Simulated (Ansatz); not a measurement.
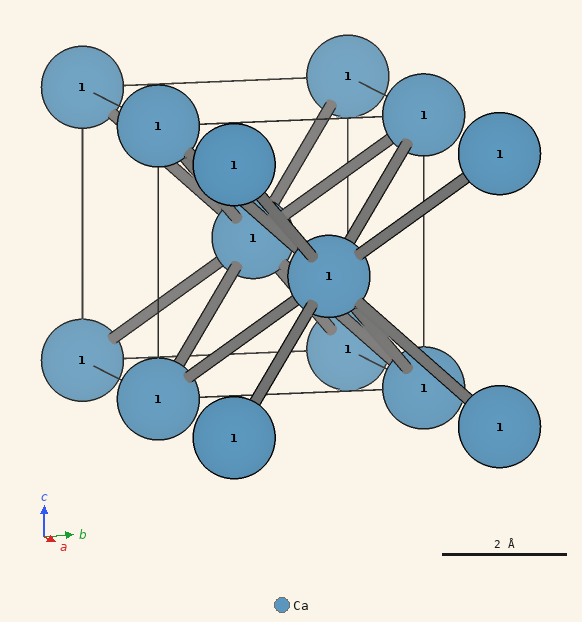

Figure 1. The structure (ball-and-stick view of the cell 2 times as large as that of the calculation, set on its symmetry axes, repeated 2 × 1 × 1, seen slightly off an axis; atoms are numbered from 1 in the order of the input). An atom can appear more than once, as a periodic image. Near neighbours in the periodic cell (some may lie outside the picture): Ca has 8 Ca at 3.88 Å.

# Single-point calculation of Ca

The run: single-point calculation of Ca (Im-3m, 1 atom in the cell). Method and program: DFT, RPBE, plane waves, PAW, no spin polarisation (Ansatz 0.2.0).

The structure derives from an entry of the Crystallography Open Database. Figures and captions count atoms from 1; the log counts them from 0 in places.

### Input
```yaml
crystal:
  lattice:
    - [-2.24, 2.24, 2.24]
    - [2.24, -2.24, 2.24]
    - [2.24, 2.24, -2.24]
  atoms:
    - { symbol: Ca, position: [0.0, 0.0, 0.0] }
kpoints:
  mp_grid: { grid: [10, 10, 10] }
  band_path:
    path:
      - [0.0, 0.0, 0.0]
      - [0.5, -0.5, 0.5]
      - [0.0, 0.0, 0.5]
      - [0.0, 0.0, 0.0]
      - [0.25, 0.25, 0.25]
      - [0.5, -0.5, 0.5]
      - [0.25, 0.25, 0.25]
      - [0.0, 0.0, 0.5]
    npoints: 5
scf:
  occupations: { method: fermi_dirac, width: 0.05 }
  initial_density: { chi_scale: 0.3 }
hamiltonian:
  xc: rpbe
  pseudopotentials: { kind: paw }
output:
  forces: true
  stress: true
  eigenvalues: true
  efg: { contact_densities: true }
  write_density: true
  write_potential: true
  elf: true
  volumetric_format: npy
basis:
  ecutwfc: "300 eV"
```

Run as:
```bash
ansatz run input.yaml --threads 1 --pin off --max-ram 2048MiB --backend cpu --events-out ev --progress --plain --runs-dir out
```

### What the program printed
```
Warning: basis.ecutwfc = 300 eV is below the records' recommended 420 eV, and the density's cutoff is lower with it unless basis.ecutrho_ratio is high enough to keep the records' density cutoff: compare with a run at a higher cutoff
Engine: ansatz 0.2.0, aarch64-unknown-linux-gnu
Pseudopotentials: kind: paw
Pseudopotential: Ca, paw, valence charge 10, recommended cutoff 420 eV (normal), Ca.paw.azcp
Functional definition: RPBE
  parameter kappa = 0.804
  parameter beta = 0.06672455060314922
  exchange = rpbe_x(kappa = kappa, mu = beta*pi^2/3)
  correlation = pbe_c(beta = beta)
Crystal: 1 atoms, lattice volume = 44.958 Å³
Basis set: ecut = 300 eV, 555 PW (Γ), exchange–correlation on 48×48×48 points (8 copies of the dense FFT grid, shifted against one another)
Bands: 9, of which v1, the nominal top of the filled ones, is band 5 counted from 1 (4 counted from 0)
Symmetry: 48 space group operations
Space group: Im-3m (ITA 229), of the structure as read, at distance tolerance 3.6e-5 Å
k-points: 47 of 1000
Non-local potential: Ca, projectors of the file, l = 0: 3, l = 1: 2, l = 2: 2
PAW form: soft (Blöchl's): semilocal exchange-correlation on the pseudo side does not see the compensation charge
PAW frozen core: Ca, regenerated for the run's functional, and the local potential with it (the file was generated under x = pbe(κ = 0.804, μ = 0.2195149727645171), c = pbe(β = 0.06672455060314922))
PAW one-centre angular grid: Ca, 110 points (default); XC on 64 Gauss nodes
Initial density: superposition of atomic densities (chi_scale 0.3, normalization cell)
Initial wavefunctions: pseudopotential atomic-orbital guess
Functional: x = rpbe, c = pbe(β = 0.06672455060314922)
SCF iter   1: F=—  HF=-1821.177992 eV  |F-HF|=—  |Δ(HF+E_count)|=         —  Δρ=8.25e-3  dr2=1.92e-2  ethr=3.10e-3  ⟨swp⟩=5.7  Hψ=3332  notcnv=0
preconditioner: auto → Kerker (q_TF=auto, 2.124 Å⁻¹)  [metal: Δε(μ)=0.020 eV  Ē_g=3.401 eV  σ=0.050 eV  W_gap=0.10  n_scr=12 (ndim 8)  ℏωp=7.8 eV  f_vac=0.000  D(μ)=1.63/eV (n_scr^D=12)]
SCF iter   2: F=—  HF=-1821.185957 eV  |F-HF|=—  |Δ(HF+E_count)|=   7.97e-3  Δρ=5.14e-3  dr2=7.98e-3  ethr=1.92e-4  ⟨swp⟩=2.0  Hψ=968  notcnv=0
SCF iter   3: F=—  HF=-1821.193305 eV  |F-HF|=—  |Δ(HF+E_count)|=   7.35e-3  Δρ=8.79e-4  dr2=5.77e-4  ethr=7.98e-5  ⟨swp⟩=2.1  Hψ=672  notcnv=0
SCF iter   4: F=—  HF=-1821.193478 eV  |F-HF|=—  |Δ(HF+E_count)|=   1.72e-4  Δρ=2.25e-4  dr2=2.63e-5  ethr=5.77e-6  ⟨swp⟩=2.0  Hψ=473  notcnv=0
SCF iter   5: F=—  HF=-1821.193469 eV  |F-HF|=—  |Δ(HF+E_count)|=   8.88e-6  Δρ=2.53e-5  dr2=3.04e-7  ethr=2.63e-7  ⟨swp⟩=2.0  Hψ=499  notcnv=0
SCF iter   6: F=-1821.193469 eV  HF=-1821.193469 eV  |F-HF|=1.66e-8  |Δ(HF+E_count)|=   2.91e-7  Δρ=5.44e-6  dr2=4.58e-9  ethr=1.00e-9  ⟨swp⟩=8.2  Hψ=2835  notcnv=0
SCF 1 converged in 6 iterations: F = -1821.193469 eV  dr2 = 4.58e-9
  greatest PAW one-centre occupation: 0.995 electrons in one spin orbital (limit 2), on the Ca atom at site 0 (counted from 0), in its partial waves of l = 0
```

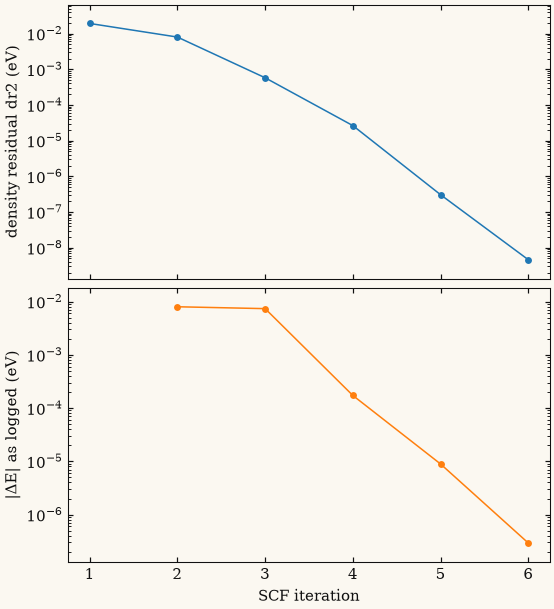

Figure 2. Convergence of the self-consistent field: density residual dr2 and size of the energy change against the SCF iteration. The residual falls at every step.

```
NSCF: frozen V_eff on 36 k-points
SCF converged after 6 iterations
Free energy (F): -1821.193469 eV
Harris-Foulkes:  -1821.193469 eV  (|F-HF|=1.66e-8)
Internal energy: -1821.180806 eV  (E = F + TS)
E sigma→0 (E₀):  -1821.187137 eV
Entropy (-TS):   -0.012663 eV (-12.663 meV/atom)
Fermi energy:    4.675398 eV
--- Per-component energies (eV) ---
  E_band       = -180.376535
  E_kinetic    = 275.197633
  E_local      = -866.400754  (includes V_loc(G=0)·N_el)
  E_nonlocal   = 62.344377
  E_hartree    = 290.804559
  E_xc         = -136.342603
  E_vxc        = -169.308423  (∫ρ·V_xc dr)
  E_paw        = -861.870353  (= ΣΔE_a)
  E_vpaw       = -63.818204  (= ΣTr[D̂ρ^β])
  E_aug_tail   = -0.000018  (compensation charges beyond the density's cutoff)
  E_ewald      = -584.862405
  E_core_change = -0.051242  (= ΣΔE_core)
  E_smearing   = -0.012663  (= −TS)
  E_closure    = -0.000000  (closes the sum)
  Σ components = -1821.193469   (vs F -1821.193469, Δ=0.00e0)
--- Forces (eV/Å), atoms counted from 1 ---
  atom   1  Ca    -0.00000000     0.00000000    -0.00000000
  max |Σ_I F_I| component: 2.05e-32 eV/Å
--- Stress (GPa, compression-positive) ---
       -0.171661      -0.000000      -0.000000
        0.000000      -0.171661      -0.000000
       -0.000000       0.000000      -0.171661
  P = ⅓ Tr σ = -0.1717 GPa (-1.717 kbar)
--- PAW observables at the nuclei: V_zz in 10²¹ V/m², potentials from the cell's mean, atoms counted from 1 ---
  atom   1  Ca V_zz =    +0.000000   η = 0.0000   by run symmetry: forbidden
            electrostatic potential = -2208.849146 V   contact ρ = 41291.157788 e/Å³
--- Band table (eV; the first three rows and the last of 47) ---
  k-point 0: bands = ["-37.7064", "-18.5611", "-18.5611", "-18.5611", "0.7260", "6.9223", "6.9223", "6.9223", "7.8940"]
  k-point 1: bands = ["-37.7052", "-18.5712", "-18.5643", "-18.5609", "0.8967", "6.8206", "6.8497", "7.0488", "7.7880"]
  k-point 2: bands = ["-37.7025", "-18.5981", "-18.5733", "-18.5605", "1.3926", "6.4968", "6.5721", "7.4146", "7.7057"]
  k-point 46: bands = ["-37.6870", "-18.6385", "-18.6385", "-18.6385", "4.8013", "4.8013", "8.3534", "8.3534", "8.3534"]
```

### File rho_z.tsv
```
# z_ang	rho[e/angstrom^3]
# format = ansatz-planar-average/11
# lattice	-2.240000000	2.240000000	2.240000000
# lattice	2.240000000	-2.240000000	2.240000000
# lattice	2.240000000	2.240000000	-2.240000000
# sites	1
# site	20	0.000000000	0.000000000	0.000000000
0.000000	5.973464e-1
0.161658	5.712542e-1
0.323316	4.975655e-1
0.484974	3.917759e-1
0.646632	2.790868e-1
0.808290	1.840772e-1
0.969948	1.190358e-1
1.131607	8.195507e-2
1.293265	6.362354e-2
1.454923	5.529164e-2
1.616581	5.166860e-2
1.778239	5.023397e-2
1.939897	4.986909e-2
2.101555	5.023397e-2
2.263213	5.166860e-2
2.424871	5.529164e-2
2.586529	6.362354e-2
2.748187	8.195507e-2
2.909845	1.190358e-1
3.071503	1.840772e-1
3.233162	2.790868e-1
3.394820	3.917759e-1
3.556478	4.975655e-1
3.718136	5.712542e-1
```

### File v_z.tsv
```
# z_ang	v_es[eV]	v_tot[eV]
# format = ansatz-planar-average/11
# xc	rpbe
# density_cutoff_ev	1200
# datasets	Ca=:simpson_from_first_knot:soft:shift=291971
# lattice	-2.240000000	2.240000000	2.240000000
# lattice	2.240000000	-2.240000000	2.240000000
# lattice	2.240000000	2.240000000	-2.240000000
# sites	1
# site	20	0.000000000	0.000000000	0.000000000
0.000000	-4.297397e0	-1.365091e1
0.161658	-3.982573e0	-1.324619e1
0.323316	-3.081809e0	-1.207867e1
0.484974	-1.724244e0	-1.030876e1
0.646632	-1.167811e-1	-8.195613e0
0.808290	1.497345e0	-6.027299e0
0.969948	2.915920e0	-4.078996e0
1.131607	4.035193e0	-2.545472e0
1.293265	4.845751e0	-1.468018e0
1.454923	5.422669e0	-7.632089e-1
1.616581	5.824231e0	-3.736915e-1
1.778239	6.061045e0	-2.370025e-1
1.939897	6.140174e0	-2.164425e-1
2.101555	6.061045e0	-2.370025e-1
2.263213	5.824231e0	-3.736915e-1
2.424871	5.422669e0	-7.632089e-1
2.586529	4.845751e0	-1.468018e0
2.748187	4.035193e0	-2.545472e0
2.909845	2.915920e0	-4.078996e0
3.071503	1.497345e0	-6.027299e0
3.233162	-1.167811e-1	-8.195613e0
3.394820	-1.724244e0	-1.030876e1
3.556478	-3.081809e0	-1.207867e1
3.718136	-3.982573e0	-1.324619e1
```

### Summary

| quantity | value |
| --- | --- |
| outcome | converged |
| space group (tolerance 0.01 Å) | Im-3m (229) |
| electrons treated | 10 |
| free energy | −1821.1935 eV |
| Fermi energy | 4.675 eV |
| pressure | −0.17 GPa |
| largest force (length of the vector) | under 0.001 eV/Å |
| hardware | 1 thread of Arm Neoverse V1, 112 GiB of memory available, shared host |
| wall time | 2 s |
| peak memory | 0.26 GiB |

### Remarks

Settings chosen away from the usual ones: hamiltonian.xc = "rpbe", basis.ecutwfc = "300 eV", scf.initial_density.chi_scale = 0.3. These settings are looser than, or depart from, a standard set-up, so the numbers are not reference values for this system. Warnings of the run: the cutoff is below the recommended one.
